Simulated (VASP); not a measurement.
# A VASP study of BaHfO3 (rSCAN): structure first, properties next

What structure does BaHfO3 take at this level, and what are its properties? The steps: relaxing cell and atoms (rSCAN), single point with fields (rSCAN), band structure (rSCAN), density of states (rSCAN), volume scan with rSCAN, fit for rSCAN, band structure (HSE06), total and projected DOS (rSCAN), changed input and relaxing the atoms (rSCAN), changed input. The start is a computed cell from the Materials Project.

Method: rSCAN; plane waves and PAW (Hf_pv, Ba_sv, O), in the first sound run; inputs show where later runs differ, in VASP 6.6.1.

## 1. Set-up

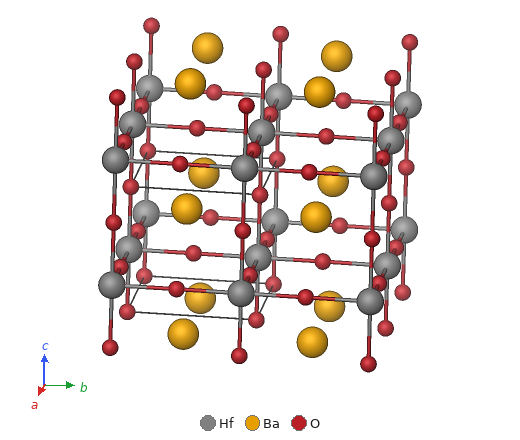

Start, viewed slightly off an axis; hafnium grey, barium orange, oxygen red. 2×2×2 cells are drawn. Some periodic images of atoms are drawn too.

As a file:

```cif
data_structure
_symmetry_space_group_name_H-M 'P 1'
_symmetry_Int_Tables_number 1
_cell_length_a 4.1696
_cell_length_b 4.1696
_cell_length_c 4.1704
_cell_angle_alpha 90.000
_cell_angle_beta 90.000
_cell_angle_gamma 90.000
_cell_volume 72.50
loop_
_atom_site_label
_atom_site_type_symbol
_atom_site_fract_x
_atom_site_fract_y
_atom_site_fract_z
_atom_site_occupancy
Hf1 Hf 0.00000 0.00000 0.49788 1
Ba2 Ba 0.50000 0.50000 0.99642 1
O3 O 0.00000 0.00000 0.99794 1
O4 O 0.50000 0.00000 0.49889 1
O5 O 0.00000 0.50000 0.49889 1
```

## 2. Relaxing cell and atoms (rSCAN)

The start need not lie at this functional's minimum. ISIF = 3 frees volume, shape and positions, and EDIFFG sets the threshold on forces and stress at which the search stops.

INCAR

```
SYSTEM = BaHfO3
PREC = Accurate
ENCUT = 520
EDIFF = 1E-06
NELM = 100
ISMEAR = 0
SIGMA = 0.05
LREAL = .FALSE.
ALGO = Normal
METAGGA = RSCAN
LASPH = .TRUE.
NBANDS = 25
LORBIT = 11
LWAVE = .FALSE.
LCHARG = .FALSE.
KPAR = 2
IBRION = 2
NSW = 60
ISIF = 3
EDIFFG = -0.01
```

POSCAR

```
BaHfO3
1.0
    4.1695667999      0.0000000000      0.0000000000
    0.0000000000      4.1695667999      0.0000000000
    0.0000000000      0.0000000000      4.1703766343
Hf Ba O
1 1 3
Direct
    0.0000000000      0.0000000000      0.4978753300
    0.5000000000      0.5000000000      0.9964249600
    0.0000000000      0.0000000000      0.9979412200
    0.5000000000      0.0000000000      0.4988901400
    0.0000000000      0.5000000000      0.4988901400
```

KPOINTS

```
Automatic mesh
0
Gamma
6 6 6
0 0 0
```

The projector-augmented-wave data sets are Hf_pv, Ba_sv and O (PBE family, release 64).

On the command line:

```console
mpirun -np 2 vasp_std
```

Output:

```text
[banner, memory and clock lines left out]
running    2 mpi-ranks, on    1 nodes
 distrk:  each k-point on    1 cores,    2 groups
 distr:  one band on    1 cores,    1 groups

 POSCAR found type information on POSCAR HfBaO
 POSCAR found :  3 types and       5 ions
|                                                                             |
|               ----> ADVICE to this user running VASP <----                  |
|                                                                             |
|     You enforced a specific xc type in the INCAR file but a different       |
|     [... a line on the potential file left out ...]
|     I HOPE YOU KNOW WHAT YOU ARE DOING!                                     |
|                                                                             |

 LDA part: xc-table for (None), standard interpolation
 POSCAR, INCAR and KPOINTS ok, starting setup
 FFT: planning ... GRIDC
 FFT: planning ... GRID_SOFT
 FFT: planning ... GRID
 WAVECAR not read
 entering main loop
       N       E                     dE             d eps       ncg     rms          rms(c)
DAV:   1     0.919329157798E+02    0.91933E+02   -0.21109E+04  2000   0.150E+03
DAV:   2    -0.173533025183E+03   -0.26547E+03   -0.25737E+03  2608   0.338E+02
DAV:   3    -0.185501797031E+03   -0.11969E+02   -0.11926E+02  2654   0.704E+01
DAV:   4    -0.185764630958E+03   -0.26283E+00   -0.26260E+00  2955   0.794E+00
DAV:   5    -0.185766916613E+03   -0.22857E-02   -0.22855E-02  2663   0.636E-01    0.630E+01
DAV:   6    -0.167339168329E+03    0.18428E+02   -0.23998E+01  2412   0.318E+01    0.493E+01
DAV:   7    -0.167688902874E+03   -0.34973E+00   -0.21901E+00  2654   0.900E+00    0.276E+01
DAV:   8    -0.167747076714E+03   -0.58174E-01   -0.61766E-01  2111   0.540E+00    0.734E+00
DAV:   9    -0.167710615509E+03    0.36461E-01   -0.31867E-01  2152   0.317E+00    0.214E+00
DAV:  10    -0.167707008462E+03    0.36070E-02   -0.18399E-02  2339   0.869E-01    0.566E-01
DAV:  11    -0.167706995872E+03    0.12590E-04   -0.91165E-04  2473   0.204E-01    0.472E-02
DAV:  12    -0.167707009883E+03   -0.14011E-04   -0.49942E-05  2614   0.474E-02    0.109E-01
DAV:  13    -0.167707015491E+03   -0.56087E-05   -0.40500E-05  2409   0.454E-02    0.772E-03
DAV:  14    -0.167707015144E+03    0.34735E-06   -0.23451E-06  1941   0.111E-02
   1 F= -.16770702E+03 E0= -.16770702E+03  d E =-.167707E+03
 curvature:   0.00 expect dE= 0.000E+00 dE for cont linesearch  0.000E+00
 trial: gam= 0.00000 g(F)=  0.915E-04 g(S)=  0.106E-02 ort = 0.000E+00 (trialstep = 0.100E+01)
 search vector abs. value=  0.115E-02
 bond charge predicted
       N       E                     dE             d eps       ncg     rms          rms(c)
DAV:   1    -0.167712800405E+03   -0.57849E-02   -0.17877E-01  2018   0.313E+00    0.137E+00
DAV:   2    -0.167707827739E+03    0.49727E-02   -0.22583E-02  2234   0.935E-01    0.284E-01
DAV:   3    -0.167707086059E+03    0.74168E-03   -0.90630E-04  2369   0.226E-01    0.177E-01
DAV:   4    -0.167706915465E+03    0.17059E-03   -0.69102E-04  2562   0.168E-01    0.158E-01
DAV:   5    -0.167706917351E+03   -0.18861E-05   -0.25378E-05  2811   0.292E-02    0.183E-01
DAV:   6    -0.167706936086E+03   -0.18734E-04   -0.23783E-05  2542   0.301E-02    0.129E-01
DAV:   7    -0.167706932319E+03    0.37669E-05   -0.14348E-05  2583   0.213E-02    0.827E-02
DAV:   8    -0.167706931985E+03    0.33338E-06   -0.69412E-07  1418   0.524E-03
   2 F= -.16770693E+03 E0= -.16770693E+03  d E =0.831586E-04
[... from here on, the cycles between the ionic steps are left out ...]
   3 F= -.16770729E+03 E0= -.16770729E+03  d E =-.275968E-03
   4 F= -.16770728E+03 E0= -.16770728E+03  d E =-.266304E-03
   5 F= -.16770728E+03 E0= -.16770728E+03  d E =-.268497E-03
   6 F= -.16770732E+03 E0= -.16770732E+03  d E =-.387556E-04
   7 F= -.16770735E+03 E0= -.16770735E+03  d E =-.639109E-04
   8 F= -.16770732E+03 E0= -.16770732E+03  d E =-.365751E-04
   9 F= -.16770735E+03 E0= -.16770735E+03  d E =-.665987E-04
 curvature:  -0.09 expect dE=-0.344E-05 dE for cont linesearch -0.148E-07
 trial: gam= 0.54985 g(F)=  0.325E-04 g(S)=  0.640E-05 ort = 0.286E-05 (trialstep = 0.103E+01)
 search vector abs. value=  0.567E-04
 bond charge predicted
       N       E                     dE             d eps       ncg     rms          rms(c)
DAV:   1    -0.167707371340E+03   -0.20804E-04   -0.97815E-03  2004   0.691E-01    0.103E-01
DAV:   2    -0.167707382667E+03   -0.11327E-04   -0.30351E-04  2529   0.120E-01    0.310E-02
DAV:   3    -0.167707379051E+03    0.36161E-05   -0.72855E-06  2338   0.210E-02    0.183E-02
DAV:   4    -0.167707378543E+03    0.50773E-06   -0.29659E-06  2137   0.129E-02
  10 F= -.16770738E+03 E0= -.16770738E+03  d E =-.283039E-04
 trial-energy change:   -0.000028  1 .order   -0.000030   -0.000042   -0.000017
 step:   1.7623(harm=  1.7623)  dis= 0.00197  next Energy=  -167.707386 (dE=-0.356E-04)
 reached required accuracy - stopping structural energy minimisation
```

Wall time 2.8 min (2 MPI ranks of Intel Xeon 6975P-C (Granite Rapids), shared host); peak memory 0.47 GiB.

Lines that name or quote the potential files are left out of all logs, and their timing lines are given in words.

OUTCAR, selected parts (step 2):

```text
ion  position               nearest neighbor table
   1  0.000  0.000  0.498-   4 2.08   5 2.08   5 2.08   4 2.08   3 2.08   3 2.09   2 3.61   2 3.61
                             2 3.61   2 3.61   2 3.61   2 3.61   2 3.61   2 3.61
   2  0.500  0.500  0.996-   4 2.94   5 2.94   4 2.94   5 2.94   3 2.95   3 2.95   3 2.95   3 2.95
                             5 2.96   4 2.96   5 2.96   4 2.96   1 3.61   1 3.61   1 3.61   1 3.61
   3  0.000  0.000  0.998-   1 2.08   1 2.09   2 2.95   2 2.95   2 2.95   2 2.95
   4  0.500  0.000  0.499-   1 2.08   1 2.08   2 2.94   2 2.94   2 2.96   2 2.96
   5  0.000  0.500  0.499-   1 2.08   1 2.08   2 2.94   2 2.94   2 2.96   2 2.96

  LATTYP: Found a simple tetragonal cell.
 ALAT       =     4.1695667999
 C/A-ratio  =     1.0001942251

 Subroutine GETGRP returns: Found  8 space group operations
 (whereof  8 operations were pure point group operations)

The static configuration has the point symmetry C_4v.

 Found     40 irreducible k-points:

   k-points           NKPTS =     40   k-points in BZ     NKDIM =     40   number of bands    NBANDS=     25

   dimension x,y,z NGX =    32 NGY =   32 NGZ =   32
   dimension x,y,z NGXF=    64 NGYF=   64 NGZF=   64

   ENCUT  =  520.0 eV  38.22 Ry    6.18 a.u.   7.75  7.75  7.75*2*pi/ulx,y,z

   NELECT =      38.0000    total number of electrons

 k-points in reciprocal lattice and weights: Automatic mesh
   0.00000000  0.00000000  0.00000000       0.005
   0.16666667  0.00000000  0.00000000       0.019
   0.33333333  0.00000000  0.00000000       0.019
   0.50000000  0.00000000  0.00000000       0.009
   0.16666667  0.16666667  0.00000000       0.019
   0.33333333  0.16666667  0.00000000       0.037
   0.50000000  0.16666667  0.00000000       0.019
   0.33333333  0.33333333  0.00000000       0.019
   0.50000000  0.33333333  0.00000000       0.019
[...]
0.50000000  0.33333333  0.50000000       0.019
   0.50000000  0.50000000  0.50000000       0.005

 average (electrostatic) potential at core
       1 -43.7423       2 -39.9753       3 -74.2569       4 -74.2571       5 -74.2571

 E-fermi :   2.3796

 k-point     1 :       0.0000    0.0000    0.0000
  band No.  band energies     occupation
    ...
     15       1.0829      2.00000
     16       1.0829      2.00000
     17       1.8581      2.00000
     18       1.8581      2.00000
     19       1.8582      2.00000
     20       6.2133      0.00000
     21       6.2134      0.00000
     22       6.2134      0.00000
     23       7.3051      0.00000
     24       7.3052      0.00000
    ...

 k-point     2 :       0.1667    0.0000    0.0000
  band No.  band energies     occupation
    ...
     15       0.8495      2.00000
     16       0.8880      2.00000
     17       1.2338      2.00000
     18       1.7484      2.00000
     19       1.7485      2.00000
     20       6.3310      0.00000
     21       6.8491      0.00000
     22       6.8492      0.00000
     23       7.7478      0.00000
     24       7.7773      0.00000
    ...

 k-point     3 :       0.3333    0.0000    0.0000
  band No.  band energies     occupation
    ...
     15       0.4981      2.00000
     16       0.5230      2.00000
     17       0.5459      2.00000
     18       1.5888      2.00000
     19       1.5890      2.00000
     20       6.6068      0.00000
     21       8.1857      0.00000
     22       8.1857      0.00000
     23       8.6549      0.00000
     24       8.8526      0.00000
    ...

  Total        0.0105209      0.0105209      0.0129693      0.0000000      0.0000000      0.0000000
  in kB        0.2330945      0.2330945      0.2873405      0.0000000      0.0000000      0.0000000
  external PRESSURE =       0.2511765 kB  Pullay stress =       0.0000000 kB

  energy-cutoff  :      520.00
  volume of cell :       72.32
      direct lattice vectors                 reciprocal lattice vectors
     4.166222312  0.000000000  0.000000000     0.240025598  0.000000000  0.000000000
     0.000000000  4.166222312 -0.000000000     0.000000000  0.240025598  0.000000000
     0.000000000 -0.000000000  4.166264972     0.000000000  0.000000000  0.240023140

 POSITION                                       TOTAL-FORCE (eV/Angst)
 -----------------------------------------------------------------------------------
      0.00000     -0.00000      2.07370         0.000000     -0.000000      0.009043
      2.08311      2.08311      4.15580         0.000000     -0.000000      0.005972
      0.00000     -0.00000      4.15879        -0.000000      0.000000     -0.009663
      2.08311     -0.00000      2.07603         0.000000      0.000000     -0.002676
      0.00000      2.08311      2.07603         0.000000      0.000000     -0.002676
 -----------------------------------------------------------------------------------
    total drift:                                0.000000     -0.000000      0.003267

  FREE ENERGIE OF THE ION-ELECTRON SYSTEM (eV)
  ---------------------------------------------------
  free  energy   TOTEN  =      -167.7073785431 eV

  energy  without entropy=     -167.7073785431  energy(sigma->0) =     -167.70737854

 reached required accuracy - stopping structural energy minimisation

 total charge
# of ion       s       p       d       tot
------------------------------------------
    1        0.342   6.721   1.473   8.536
    2        2.012   5.650   0.257   7.918
    3        1.561   3.531   0.000   5.092
    4        1.561   3.531   0.000   5.092
    5        1.561   3.531   0.000   5.092
--------------------------------------------------
tot          7.037  22.963   1.729  31.730

[... 3 further parts left out ...]
```

CONTCAR:

```
BaHfO3
   1.00000000000000
     4.1662223122352131    0.0000000000000000    0.0000000000000000
     0.0000000000000000    4.1662223122352131   -0.0000000000000000
     0.0000000000000000   -0.0000000000000000    4.1662649724836740
  Hf              Ba              O
     1     1     3
Direct
     0.0000000000000000    0.0000000000000000    0.4977366966350617
     0.5000000000000000    0.5000000000000000    0.9974874741083579
     0.0000000000000000    0.0000000000000000    0.9982065085916851
     0.5000000000000000    0.0000000000000000    0.4982955553324476
     0.0000000000000000    0.5000000000000000    0.4982955553324476
```

The gap is read on the k-mesh alone, so it is an upper bound where the band edges lie off the mesh. Harder data sets than Hf_pv and Ba_sv exist (the GW ones), and pressures, volumes and forces can shift noticeably with them. The PAW data sets were made with PBE, which is usual practice but a small mismatch for other functionals. The run keeps the 8 symmetry operations of its start, so it cannot find a distortion of lower symmetry.

Little changed from the start: no atom moved by 0.005 Å and no cell edge by 0.1 %.

Numbers from this step:

| Quantity | Value |
| --- | --- |
| electrons | 38 |
| bands | 25 |
| irreducible k-points | 40 |
| symmetry operations | 8 |
| free energy (TOTEN) | -167.7074 eV |
| Fermi energy | 2.380 eV |
| pressure | 0.02512 GPa |
| metallic | no |
| valence top at k | 0.5, 0.5, 0.5 |
| conduction bottom at k | 0, 0, 0 |
| least direct gap at k | 0, 0, 0 |
| SCF cycles over all ionic steps | 54 |
| gap on the k-mesh | 4.121 eV |
| least direct gap on the k-mesh | 4.355 eV |

It ends with a largest force of 0.010 eV/Å and a pressure of 0.03 GPa.

[end of part 1 of 5]

[Lines on the potential files, build, host, timing and source positions are cut from VASP's logs without a mark.]

[Logs are printed without paths, hosts, clocks, repeated set-up lines and the standing remarks that a program may print on its own settings, such as how far it seeks lower states.]

[Hosts, paths, dates, database ids (printed as entryN), source tags and the programs' standing remarks are cut or masked in the printed files.]

[A measured line is paired with the nearest computed mode of its activity, which favours agreement.]

[In band tables of VASP the shares of atoms and orbitals are scaled to a sum of 1 inside the atoms' spheres.]
